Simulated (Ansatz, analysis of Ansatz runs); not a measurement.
# Sb-vacancy pair (E centre) in Si: charge-transition level against experiment, part 2 of 3

How near does this set-up come to the measured charge-transition level? Subject: Sb-vacancy pair (E centre) in Si. Set-up: PBE, 64-site cell, PBE lattice, 420 eV, k: the single point 1/4 1/4 1/4 then 2x2x2 shifted 0.5 0.5 0.5. The model is a cell of 64 host atoms with 1 site emptied and Sb put on another atom's site. The level is the Fermi energy at which two charge states have equal formation energy, after a correction for the images of the charge. A local or semilocal functional is the cheapest first rung.

Ansatz 0.2.0; PBE, 64-site cell, PBE lattice, 420 eV, k: the single point 1/4 1/4 1/4 then 2x2x2 shifted 0.5 0.5 0.5.

So far: Starting point; Relaxation, charge 0.

## Step 2: Relaxation, charge 0 (continued)

Level of this step: plane-wave PAW DFT, PBE; relaxation of all atoms of a defect supercell (Ansatz).

Step by step:

| step | energy less that of the first step (eV) | largest force component (eV/Å) |
| --- | --- | --- |
| 1 | 0.0000 | 4.3559 |
| 2 | -6.1927 | 1.3883 |
| 3 | -7.4108 | 0.5460 |
| 4 | -7.6971 | 0.2630 |
| 5 | -7.7434 | 0.0446 |
| 6 | -7.7458 | 0.0128 |

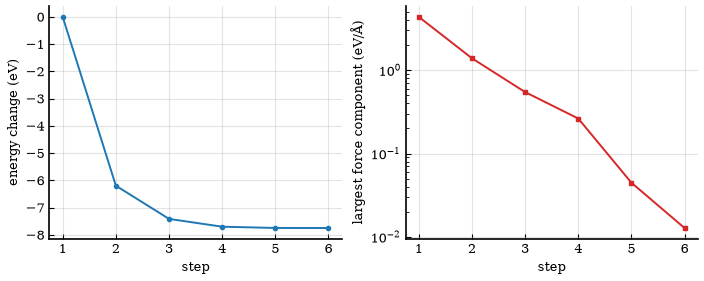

Energy and largest force along the relaxation.

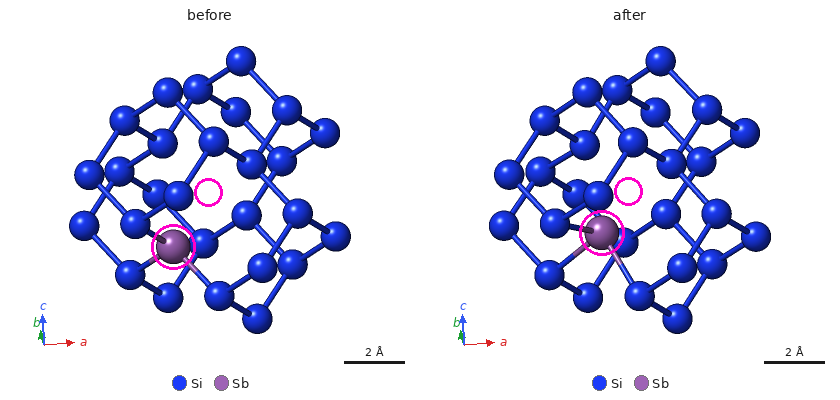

Before and after: the atoms that start within 5 Å of the centre. Sb4, which moves most, is ringed if it is among them. A ring with no atom in it marks the empty centre.

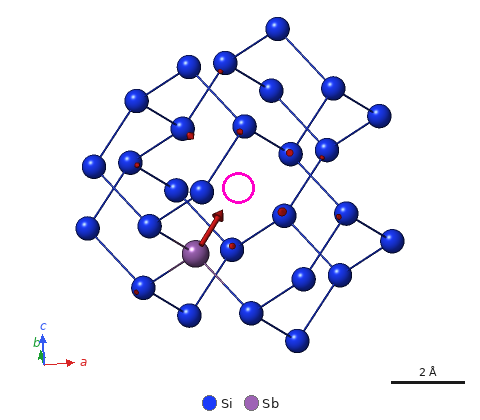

Displacements in the relaxation from the typed sites near the centre, exaggerated, the mean shift taken out; the longest in the cell stands for 0.60 Å. A ring marks the centre wherever it is empty.

The atoms that moved most (Å, from the sites as typed, ahead of the random displacement, the mean shift of all atoms taken out):

| atom | dx | dy | dz | length |
| --- | --- | --- | --- | --- |
| Sb4 | 0.332 | 0.371 | 0.338 | 0.602 |
| Si48 | -0.026 | -0.099 | 0.073 | 0.126 |
| Si26 | 0.058 | -0.093 | -0.040 | 0.117 |
| Si41 | 0.001 | 0.081 | -0.018 | 0.083 |
| Si14 | -0.025 | 0.048 | -0.049 | 0.073 |
| Si22 | -0.002 | -0.055 | 0.041 | 0.069 |
| Si36 | -0.036 | 0.037 | -0.029 | 0.059 |
| Si20 | 0.028 | -0.044 | 0.001 | 0.052 |

Neighbours of the ideal centre at the end:

| atom | distance (Å) |
| --- | --- |
| Sb4 | 1.789 |
| Si26 | 2.242 |
| Si48 | 2.254 |
| Si41 | 2.309 |
| Si14 | 3.799 |
| Si30 | 3.801 |
| Si22 | 3.801 |
| Si20 | 3.809 |
| Si52 | 3.817 |
| Si36 | 3.824 |
| Si13 | 3.850 |
| Si45 | 3.857 |
| Si37 | 3.866 |

This step gave:

```
free energy                           : -45901.8045 eV
total moment                          : 1 μB
integral of the absolute spin density : 1.342 μB
spin contamination                    : 0.02718
```

The relaxation ends 123 meV an atom lower than the displaced start, with a largest force component of 0.013 eV/Å.

## Step 3: Relaxation, charge −1

The input displaces the atoms at random before the relaxation, so that it can leave a symmetric saddle if there is one.

Input file relax1/input.yaml:

```yaml
relax:
  f_tol: 0.02
  max_steps: 80
  random_displacement: { amplitude: 0.12, seed: 605 }
crystal:
  lattice:
    - [10.93956648, 0.0, 0.0]
    - [0.0, 10.93956648, 0.0]
    - [0.0, 0.0, 10.93956648]
  atoms:
    - { symbol: Si, position: [0.0, 0.0, 0.25] }
    - { symbol: Si, position: [0.0, 0.25, 0.0] }
[... 1 atom line left out ...]
    - { symbol: Sb, position: [0.25, 0.25, 0.25] }
    - { symbol: Si, position: [0.125, 0.125, 0.375] }
[... 14 atom lines left out ...]
    - { symbol: Si, position: [0.125, 0.625, 0.375] }
[... 1 atom line left out ...]
    - { symbol: Si, position: [0.375, 0.625, 0.125] }
[... 3 atom lines left out ...]
    - { symbol: Si, position: [0.25, 0.5, 0.5] }
[... 3 atom lines left out ...]
    - { symbol: Si, position: [0.375, 0.625, 0.625] }
[... 5 atom lines left out ...]
    - { symbol: Si, position: [0.625, 0.125, 0.375] }
    - { symbol: Si, position: [0.625, 0.375, 0.125] }
[... 3 atom lines left out ...]
    - { symbol: Si, position: [0.5, 0.25, 0.5] }
[... 3 atom lines left out ...]
    - { symbol: Si, position: [0.625, 0.375, 0.625] }
[... 2 atom lines left out ...]
    - { symbol: Si, position: [0.5, 0.5, 0.25] }
[... 3 atom lines left out ...]
    - { symbol: Si, position: [0.625, 0.625, 0.375] }
[... 10 atom lines left out ...]
    - { symbol: Si, position: [0.875, 0.875, 0.875] }
  host:
    repeats: [2, 2, 2]
    atoms:
      - { symbol: Si, position: [0.0, 0.0, 0.5] }
      - { symbol: Si, position: [0.0, 0.5, 0.0] }
      # ... 6 more atoms of the perfect host
total_charge: -1
basis:
  ecutwfc: 420
  xc_grid: 2
hamiltonian:
  xc: pbe
kpoints:
  mp_grid: { grid: [1, 1, 1], shift: [0.25, 0.25, 0.25] }
scf:
  occupations: { method: fermi_dirac, width: 0.01 }
  max_iter: 120
output:
  forces: true
  charged_corrections:
    epsilon: 12.98
    static_epsilon: 12.98
    defect_position: [0.3125, 0.3125, 0.3125]
checkpoint:
  write: "../relax1.run"
  compress: false
  write_wavefunctions: true
  write_every: 100000
```

Command:

```sh
ansatz run input.yaml --threads 2 --pin off --max-ram 4710MiB --backend cpu --events-out ev --progress --plain --runs-dir out
```

Numbers of over 12 decimals in the logs are rounded to 6 here.

What it wrote:

```text
[...]
Crystal: 63 atoms, lattice volume = 1309.183 Å³
Basis set: ecut = 420 eV, 25677 PW (Γ), exchange–correlation on 150×150×150 points (8 copies of the dense FFT grid, shifted against one another)
Bands: 195, of which v1, the nominal top of the filled ones, is band 132 counted from 1 (131 counted from 0)
Symmetry: 1 space group operations
k-points: 1
[...]
SCF iter   1: F=—  HF=-45887.535001 eV  |F-HF|=—  |Δ(HF+E_count)|=         —  Δρ=4.64e-3  dr2=7.66e-1  ethr=1.77e-3  ⟨swp⟩=6.0  Hψ=895  notcnv=0  defer=42
[...]
SCF iter   9: F=-45887.437122 eV  HF=-45887.437122 eV  |F-HF|=7.22e-7  |Δ(HF+E_count)|=   1.11e-7  Δρ=3.80e-6  dr2=8.77e-7  ethr=3.79e-9  ⟨swp⟩=3.0  Hψ=464  notcnv=0
SCF 1 converged in 9 iterations: F = -45887.437122 eV  dr2 = 8.77e-7
[...]
--- Relaxed structure (10 steps of the walk, 8 accepted, 0 SCFs on fresh bases) ---
  F+E_penalty+E_count = -45895.40535962 eV   max|allowed force component| = 1.262e-2 eV/Å
  atoms:
    - { symbol: Si, position: [0.001777, 0.000497, 0.249644] }
    - { symbol: Si, position: [0.001653, 0.249469, 0.000370] }
    [... 1 atom left out ...]
    - { symbol: Sb, position: [0.295438, 0.296639, 0.295162] }
    - { symbol: Si, position: [0.126812, 0.126489, 0.373913] }
    - { symbol: Si, position: [0.126715, 0.374524, 0.125746] }
    - { symbol: Si, position: [0.374739, 0.126541, 0.125859] }
    [... 2 atoms left out ...]
    - { symbol: Si, position: [0.248502, -0.001851, 0.498021] }
    [... 11 atoms left out ...]
    - { symbol: Si, position: [0.375130, 0.620767, 0.124885] }
    [... 3 atoms left out ...]
    - { symbol: Si, position: [0.252833, 0.488381, 0.490203] }
    [... 5 atoms left out ...]
    - { symbol: Si, position: [0.499277, -0.001943, 0.246904] }
    [... 8 atoms left out ...]
    - { symbol: Si, position: [0.493476, 0.253252, 0.491346] }
    [... 6 atoms left out ...]
    - { symbol: Si, position: [0.492590, 0.488608, 0.252134] }
    [... 15 atoms left out ...]
[key lines of the parts left out:]
SCF converged after 8 iterations
Free energy (F): -45895.405360 eV
Fermi energy:    6.313486 eV
```

The job ended after 3.7 min (2 threads of Arm Neoverse V1, shared host; peak memory 1.6 GiB; 7.4 min of CPU time).

The steps of the relaxation:

| step | energy less that of the first step (eV) | largest force component (eV/Å) |
| --- | --- | --- |
| 1 | 0.0000 | 4.2806 |
| 2 | -5.9908 | 1.5739 |
| 3 | -7.3828 | 0.7670 |
| 4 | -7.7993 | 0.3371 |
| 5 | -7.9429 | 0.2066 |
| 6 | -7.9603 | 0.1240 |
| 7 | -7.9558 | 0.1026 |
| 8 | -7.9599 | 0.1453 |
| 9 | -7.9678 | 0.0244 |
| 10 | -7.9682 | 0.0126 |

Relaxation steps 7, 8 were tried and not accepted.

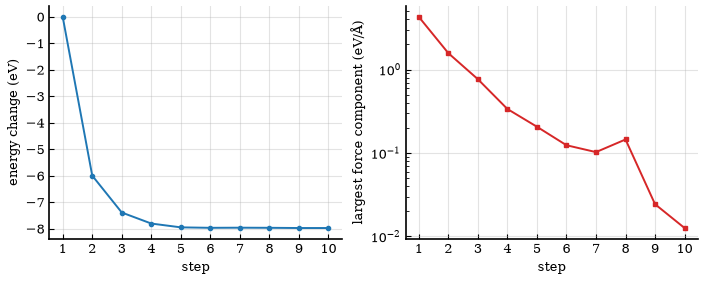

Energy and largest force along the relaxation.

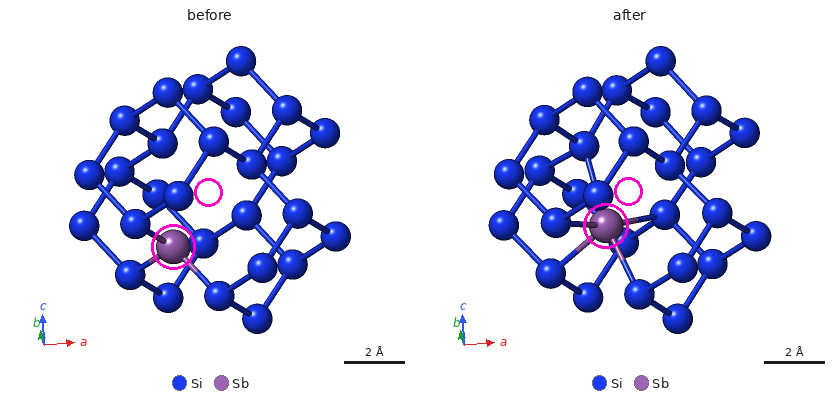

Before and after: the atoms that start within 5 Å of the centre. Sb4, which moves most, is ringed if it is among them. A ring with no atom in it marks the empty centre.

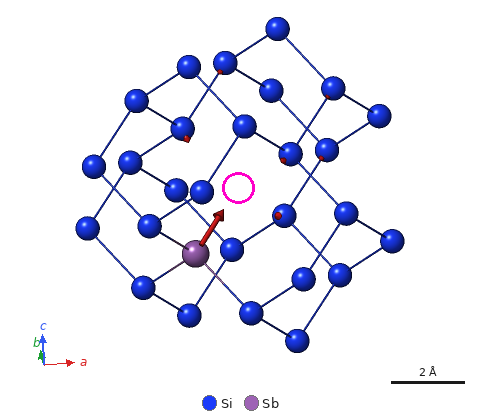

Displacements in the relaxation from the typed sites near the centre, exaggerated, the mean shift taken out; the longest in the cell stands for 0.89 Å. A ring marks the centre wherever it is empty.

The atoms that moved most (Å, from the sites as typed, ahead of the random displacement, the mean shift of all atoms taken out):

| atom | dx | dy | dz | length |
| --- | --- | --- | --- | --- |
| Sb4 | 0.501 | 0.526 | 0.511 | 0.888 |
| Si26 | 0.035 | -0.112 | -0.090 | 0.148 |
| Si48 | -0.077 | -0.109 | 0.041 | 0.139 |
| Si41 | -0.067 | 0.051 | -0.077 | 0.114 |
| Si30 | -0.049 | -0.057 | -0.054 | 0.093 |
| Si52 | -0.047 | -0.052 | -0.043 | 0.082 |
| Si45 | -0.034 | -0.031 | -0.035 | 0.058 |
| Si57 | -0.024 | -0.042 | -0.022 | 0.053 |

The atoms nearest to the centre after the run:

| atom | distance (Å) |
| --- | --- |
| Sb4 | 1.502 |
| Si26 | 2.216 |
| Si48 | 2.237 |
| Si41 | 2.252 |
| Si30 | 3.766 |
| Si52 | 3.784 |
| Si45 | 3.804 |
| Si14 | 3.830 |
| Si22 | 3.836 |
| Si20 | 3.837 |
| Si5 | 3.842 |
| Si36 | 3.846 |
| Si6 | 3.849 |
| Si7 | 3.849 |
| Si13 | 3.851 |
| Si37 | 3.867 |

Read from the output:

```yaml
free_energy: -45895.4054 eV
smearing_term_ts: 0.02599 eV
```

The relaxation ends 126 meV an atom lower than the displaced start, with a largest force component of 0.013 eV/Å.

## Step 4: Single point, charge 0

The relaxed structure is kept, and the final numbers are taken at the final level and k-points.

This step: plane-wave PAW DFT, PBE; single point of a defect supercell.

Input file point0/input.yaml:

```yaml
crystal:
  lattice:
    - [10.93956648, 0.0, 0.0]
    - [0.0, 10.93956648, 0.0]
    - [0.0, 0.0, 10.93956648]
  atoms:
    - { symbol: Si, position: [0.000129329, -0.001536591, 0.247802722] }
    - { symbol: Si, position: [-0.000281073, 0.247521496, -0.00176904] }
[... 1 atom line left out ...]
    - { symbol: Sb, position: [0.27995196, 0.28246958, 0.279350261] }
[... 8 atom lines left out ...]
    - { symbol: Si, position: [0.124588688, 0.3735696, 0.622294806] }
    - { symbol: Si, position: [0.372273542, 0.127926813, 0.618978607] }
[... 5 atom lines left out ...]
    - { symbol: Si, position: [0.127170482, 0.619542585, 0.373499334] }
[... 1 atom line left out ...]
    - { symbol: Si, position: [0.374374335, 0.618538273, 0.127214252] }
[... 3 atom lines left out ...]
    - { symbol: Si, position: [0.254908664, 0.490089963, 0.494791441] }
[... 3 atom lines left out ...]
    - { symbol: Si, position: [0.372160764, 0.620523562, 0.62079203] }
[... 5 atom lines left out ...]
    - { symbol: Si, position: [0.621282035, 0.127001996, 0.370817113] }
[... 4 atom lines left out ...]
    - { symbol: Si, position: [0.499716609, 0.255979697, 0.496782511] }
[... 3 atom lines left out ...]
    - { symbol: Si, position: [0.624967585, 0.374889914, 0.623685156] }
[... 2 atom lines left out ...]
    - { symbol: Si, position: [0.497217673, 0.48956022, 0.255103121] }
[... 3 atom lines left out ...]
    - { symbol: Si, position: [0.622561211, 0.620910573, 0.371656044] }
[... 10 atom lines left out ...]
    - { symbol: Si, position: [0.874092492, 0.873249164, 0.872953456] }
  host:
    repeats: [2, 2, 2]
    atoms:
      - { symbol: Si, position: [0.0, 0.0, 0.5] }
      - { symbol: Si, position: [0.0, 0.5, 0.0] }
      # ... 6 more atoms of the perfect host
basis:
  ecutwfc: 420
  xc_grid: 2
hamiltonian:
  xc: pbe
kpoints:
  mp_grid: { grid: [2, 2, 2], shift: [0.5, 0.5, 0.5] }
magnetization:
  spin_polarized: true
  initial_magnetization: 1
  spin_locking: { lock_magnetization: hard }
scf:
  occupations: { method: fermi_dirac, width: 0.01 }
  max_iter: 120
output:
  forces: true
  charged_corrections:
    epsilon: 12.98
    static_epsilon: 12.98
    defect_position: [0.3125, 0.3125, 0.3125]
  eigenvalues: true
checkpoint:
  read: "../relax0.run"
  write: "../point0.run"
  compress: false
  write_wavefunctions: true
  write_every: 100000
```

What it wrote:

```text
[...]
Crystal: 63 atoms, lattice volume = 1309.183 Å³
Basis set: ecut = 420 eV, 25677 PW (Γ), exchange–correlation on 150×150×150 points (8 copies of the dense FFT grid, shifted against one another)
Bands: 195, of which v1, the nominal top of the filled ones, is band 132 counted from 1 (131 counted from 0)
Symmetry: 1 space group operations
[...]
k-points: 4 of 8 (time reversal used)
[...]
Stability of the state it starts from, as read at its close in the collinear treatment: not read negative (Ritz values of 1 − χ₀K, real part plus size of imaginary part, from 0.63 to 1.0, by its mixing steps under no symmetry); [...]
Starting moments: Σ|m| = 1 μB on 63 of 63 sites; this step starts from the density that it was given
[...]
iter 1 solved again at ethr=7.52e-5 eV; its pass at ethr=3.10e-3 eV (dr2=1.98e-1 eV) is discarded
[...]
--- Forces (eV/Å), atoms counted from 1 ---
  atom   1  Si     0.01540712     0.01599174    -0.14236680
  atom   2  Si     0.02319002    -0.12117872     0.03012234
  [... 1 atom left out ...]
  atom   4  Sb     0.02504708    -0.02573532     0.02855238
  atom   5  Si     0.00807327    -0.00521987     0.12803407
  atom   6  Si     0.00529384     0.12052308     0.00395342
  atom   7  Si     0.12687493    -0.00426161     0.00472071
  [... 6 atoms left out ...]
  atom  14  Si     0.21538714    -0.05782979     0.07106139
  [... 5 atoms left out ...]
  atom  20  Si    -0.00274944    -0.00181983     0.13344628
  [... 1 atom left out ...]
  atom  22  Si     0.17283432     0.01568035    -0.01533764
  [... 3 atoms left out ...]
  atom  26  Si    -0.10719904     0.01410169    -0.14019748
  [... 14 atoms left out ...]
  atom  41  Si    -0.20565292    -0.16390693    -0.17110683
  [... 6 atoms left out ...]
  atom  48  Si    -0.17232506     0.02044313    -0.12093191
  [... 15 atoms left out ...]
  max |Σ_I F_I| component: 3.01e-6 eV/Å
--- Band table (eV; the first three rows and the last of 8) ---
[...]
[... further k-points left out ...]
[key lines of the parts left out:]
SCF converged after 11 iterations
Magnetization: 1.0000 μB (132.0000 up, 131.0000 down)
Free energy (F): -45901.511061 eV
Fermi energy:    6.285411 (↑ 6.335589, ↓ 6.103870) eV
```

It took 6.1 min on 2 threads; peak memory 3.5 GiB; 12 min of CPU time.

In the SCF lines HF is the Harris–Foulkes energy and dr2 the Hartree energy of the density residual, in eV; the loop may stop once dr2 is under the threshold and the program's other checks hold. Hψ counts applications of the Hamiltonian.

This step gave:

```
free energy                           : -45901.5111 eV
smearing term TS                      : 8.75e-4 eV
total moment                          : 1.0000 μB
integral of the absolute spin density : 1.055 μB
spin contamination                    : 0.004871
```

(Part 2 of 3 ends here.)

[Logs are printed without paths, hosts, clocks, repeated set-up lines and the standing remarks that a program may print on its own settings, such as how far it seeks lower states.]

[Hosts, paths, dates, database ids (printed as entryN), source tags and the programs' standing remarks are cut or masked in the printed files.]

[For some hosts the program warned that the k-mesh of the response run may be too coarse for force constants and the static dielectric constant; such warnings are not shown here.]
